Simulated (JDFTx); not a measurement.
Run report: W, single-point calculation at one volume of an equation of state

W (Im-3m, 1 atom in the cell), computed with Kohn-Sham DFT of a periodic cell, PBE, PseudoDojo-SR-PBE-0.5-standard, no spin polarisation (JDFTx 1.7.0 (patched build)).

The structure derives from an entry of the Crystallography Open Database. It belongs to a series of runs on one base structure; here: volume scaled by 0.98.

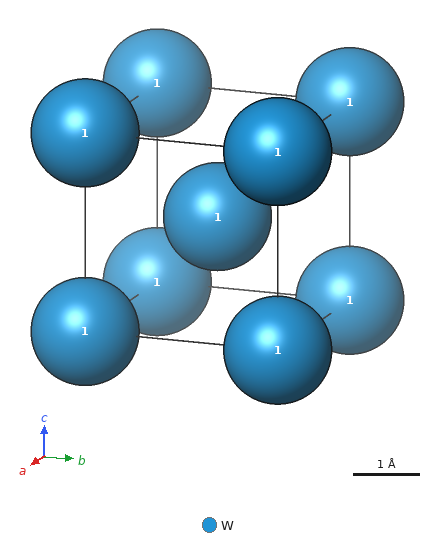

Figure 1. The structure as given in the input (spheres-only view of the cell 2 times as large as that of the calculation, set on its symmetry axes, seen slightly off an axis; atoms are numbered from 1 in the order of the input).

### Input file
```
lattice \
   -2.9701296324     2.9701296324     2.9701296324 \
    2.9701296324    -2.9701296324     2.9701296324 \
    2.9701296324     2.9701296324    -2.9701296324
coords-type Lattice
ion W      0.0000000000     0.0000000000     0.0000000000 1

ion-species pseudo/W.upf
elec-cutoff 37
elec-ex-corr gga-PBE
kpoint-folding 12 12 12
elec-smearing Fermi 0.0018374661
elec-n-bands 13
electronic-SCF nIterations 100 energyDiffThreshold 1e-08
electronic-minimize nIterations 30 energyDiffThreshold 1e-7
forces-output-coords Cartesian

dump-name run.$VAR
dump End Ecomponents EigStats BandEigs Kpoints Forces Stress
```

Hardware: 1 thread of Arm Neoverse V1, 24 GiB of memory available, shared host.

Command:
```bash
jdftx -c 1 -i W.in -o W.out
```

### The program's output
```
*************** JDFTx 1.7.0 (patched build) ***************

Input parsed successfully to the following command list (including defaults):
[... the input with its defaults ...]

---------- Setting up symmetries ----------

Found 48 point-group symmetries of the bravais lattice
Found 48 space-group symmetries with basis
Applied RMS atom displacement 0 bohrs to make symmetries exact.

---------- Initializing the Grid ----------
R =
[     -2.97013      2.97013      2.97013  ]
[      2.97013     -2.97013      2.97013  ]
[      2.97013      2.97013     -2.97013  ]
unit cell volume = 104.806
G =
[ 4.77683e-17    1.05773    1.05773  ]
[    1.05773 4.77683e-17    1.05773  ]
[    1.05773    1.05773 4.77683e-17  ]
Minimum fftbox size, Smin = [  32  32  32  ]
Chosen fftbox size, S = [  32  32  32  ]

---------- Exchange Correlation functional ----------
Initalized PBE GGA exchange.
Initalized PBE GGA correlation.

---------- Setting up pseudopotentials ----------
Width of ionic core gaussian charges (only for fluid interactions / plotting) set to 0

Reading pseudopotential file 'pseudo/W.upf':
  'W' pseudopotential, 'PBE' functional
  Generated using ONCVPSP code by D. R. Hamann
  14 valence electrons, 4 orbitals, 8 projectors, 1001 radial grid points, with lMax = 3
    5S    l: 0   occupation:  2.0   eigenvalue: -2.905892
    5P    l: 1   occupation:  6.0   eigenvalue: -1.587650
    5D    l: 2   occupation:  4.0   eigenvalue: -0.164649
    6S    l: 0   occupation:  2.0   eigenvalue: -0.209951
  Core radius for overlap checks: 2.00 bohrs.

Initialized 1 species with 1 total atoms.

Folded 1 k-points by 12x12x12 to 1728 k-points.

---------- Setting up k-points, bands, fillings ----------
Reduced to 72 k-points under symmetry.
Computing the number of bands and number of electrons
Calculating initial fillings.
nElectrons:  14.000000   nBands: 13   nStates: 72

----- Setting up reduced wavefunction bases (one per k-point) -----
average nbasis = 1126.832 , ideal nbasis = 1126.634

---------- Setting up ewald sum ----------
Optimum gaussian width for ewald sums = 1.854485 bohr.
Real space sum over 2197 unit cells with max indices [  6  6  6  ]
Reciprocal space sum over 2197 terms with max indices [  6  6  6  ]

---------- Allocating electronic variables ----------
Initializing wave functions:  linear combination of atomic orbitals
Note: number of bands (13) exceeds available atomic orbitals (10)
W pseudo-atom occupations:   s ( 2 2 )  p ( 6 )  d ( 4 )
	FillingsUpdate:  mu: +0.859283681  nElectrons: 14.000000
LCAOMinimize: Iter:   0  F: -69.0015562654429999  |grad|_K:  4.572e-04  alpha:  1.000e+00
	FillingsUpdate:  mu: +0.863333423  nElectrons: 14.000000
LCAOMinimize: Iter:   1  F: -69.0024995661450902  |grad|_K:  5.387e-06  alpha:  7.392e-01  linmin:  1.560e-02  cgtest: -5.977e-02
	FillingsUpdate:  mu: +0.863328857  nElectrons: 14.000000
LCAOMinimize: Iter:   2  F: -69.0024997396539845  |grad|_K:  3.286e-07  alpha:  9.871e-01  linmin: -3.108e-03  cgtest:  7.819e-02
LCAOMinimize: Encountered beta<0, resetting CG.
	FillingsUpdate:  mu: +0.863325994  nElectrons: 14.000000
LCAOMinimize: Iter:   3  F: -69.0024997401454669  |grad|_K:  1.928e-08  alpha:  7.479e-01  linmin:  7.586e-04  cgtest: -3.850e-03
LCAOMinimize: Converged (|Delta F|<1.000000e-06 for 2 iters).

-------- Electronic minimization -----------
Will mix electronic density at each iteration.
	FillingsUpdate:  mu: +0.863325994  nElectrons: 14.000000
	FillingsUpdate:  mu: +0.848969946  nElectrons: 14.000000
SCF: Cycle:  0   F: -69.023276851558421   dF: -2.078e-02   |Residual|: 2.470e-02   |deigs|: 1.764e-01
	FillingsUpdate:  mu: +0.846515969  nElectrons: 14.000000
SCF: Cycle:  1   F: -69.023835902301656   dF: -5.591e-04   |Residual|: 1.076e-02   |deigs|: 7.774e-03
	FillingsUpdate:  mu: +0.845169537  nElectrons: 14.000000
SCF: Cycle:  2   F: -69.023902064243387   dF: -6.616e-05   |Residual|: 2.147e-03   |deigs|: 2.839e-03
	FillingsUpdate:  mu: +0.845349795  nElectrons: 14.000000
SCF: Cycle:  3   F: -69.023904035199095   dF: -1.971e-06   |Residual|: 5.486e-04   |deigs|: 5.342e-04
	FillingsUpdate:  mu: +0.845277713  nElectrons: 14.000000
SCF: Cycle:  4   F: -69.023904626954106   dF: -5.918e-07   |Residual|: 1.029e-04   |deigs|: 2.411e-04
	FillingsUpdate:  mu: +0.845270601  nElectrons: 14.000000
SCF: Cycle:  5   F: -69.023904740020527   dF: -1.131e-07   |Residual|: 5.201e-05   |deigs|: 1.724e-04
	FillingsUpdate:  mu: +0.845272733  nElectrons: 14.000000
SCF: Cycle:  6   F: -69.023904781558713   dF: -4.154e-08   |Residual|: 1.705e-05   |deigs|: 7.132e-04
	FillingsUpdate:  mu: +0.845270882  nElectrons: 14.000000
SCF: Cycle:  7   F: -69.023904789147977   dF: -7.589e-09   |Residual|: 3.355e-05   |deigs|: 4.812e-04
	FillingsUpdate:  mu: +0.845271514  nElectrons: 14.000000
SCF: Cycle:  8   F: -69.023904792097184   dF: -2.949e-09   |Residual|: 6.157e-06   |deigs|: 6.686e-04
SCF: Converged (|Delta E|<1.000000e-08 for 2 iters).

Setting wave functions to eigenvectors of Hamiltonian

# Stress tensor in Cartesian coordinates [Eh/a0^3]:
[  -0.00043186            0            0  ]
[            0  -0.00043186            0  ]
[            0            0  -0.00043186  ]

# Ionic positions in lattice coordinates:
ion W   0.000000000000000   0.000000000000000   0.000000000000000 1

# Forces in Cartesian coordinates:
force W  -0.000000000000000  -0.000000000000000   0.000000000000000 1

# Energy components:
   Eewald =      -60.0386047398987230
       EH =        7.8728402737011081
     Eloc =      -40.0555452720285672
      Enl =       12.6072423317207214
      Exc =      -16.5971509171924687
 Exc_core =        6.8282707615153218
       KE =       20.3592295724704755
-------------------------------------
     Etot =      -69.0237179897121109
       TS =        0.0001868023850801
-------------------------------------
        F =      -69.0239047920971842

IonicMinimize: Iter:   0  F: -69.023904792097184  |grad|_K:  0.000e+00
IonicMinimize: Converged (|grad|_K<1.000000e-04).

#--- Lowdin population analysis ---
# oxidation-state W +0.140

Dumping 'run.eigStats' ...
	eMin: -1.877608 at state 0 ( [ +0.000000 +0.000000 +0.000000 ] spin 0 )
	HOMO: +0.845005 at state 28 ( [ +0.083333 +0.166667 -0.166667 ] spin 0 )
	mu  : +0.845272
	LUMO: +0.846691 at state 46 ( [ +0.166667 +0.166667 -0.166667 ] spin 0 )
	eMax: +1.634680 at state 4 ( [ +0.000000 +0.000000 +0.333333 ] spin 0 )
	HOMO-LUMO gap: +0.001686
	Optical gap  : +0.021256 at state 59 ( [ +0.250000 +0.333333 -0.333333 ] spin 0 )
Done!
```

### Key numbers

| quantity | value |
| --- | --- |
| outcome | converged |
| space group (tolerance 0.01 Å) | Im-3m (229) |
| electrons treated | 14 |
| free energy | −1878.2361 eV |
| Fermi energy | 23.001 eV |
| gap on the k-point mesh | none (metallic) |
| pressure | 12.71 GPa |
| largest force (length of the vector) | under 0.001 eV/Å |
| wall time | 29 s |
| peak memory | 0.09 GiB |

### Remarks

Spin–orbit coupling is left out, which matters for W. The cell is under a pressure of 12.7 GPa at this level, so it is not at its equilibrium volume.
